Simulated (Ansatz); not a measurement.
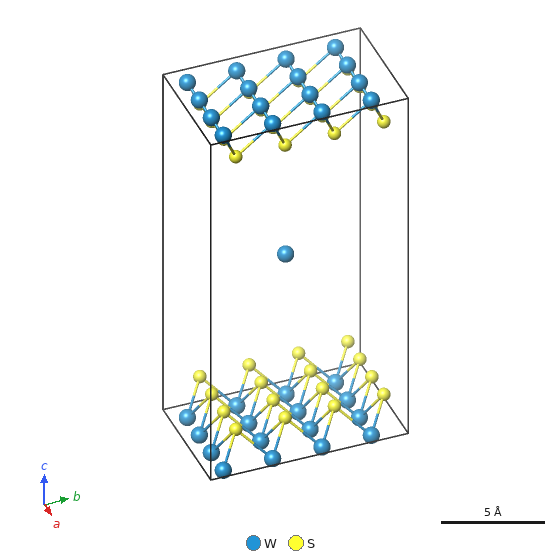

The figure gives a ball-and-stick picture of the atoms, viewed slightly off an axis. The wireframe shows the supercell. The host is WS$_{2}$, in a cell of 48 sites, and the cell carries a charge of +3.

### Spot the defect.

An interstitial tungsten atom. It is bonded to no bonds drawn. Not all metal-metal contacts are counted.

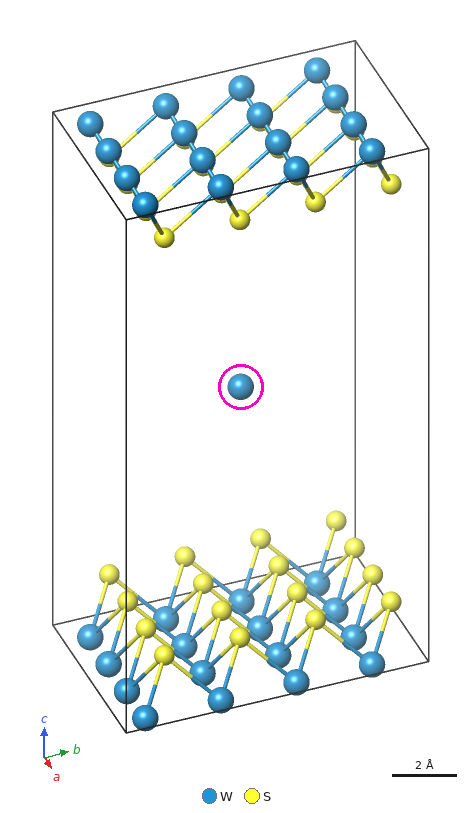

The same cell with a ring at the defect's site.

Source of the structure: a structure listed in the Materials Project, repeated into a supercell with a point defect put in. Earlier steps of the study may have refined or changed the cell and positions. It was set up as input for a calculation with Ansatz.
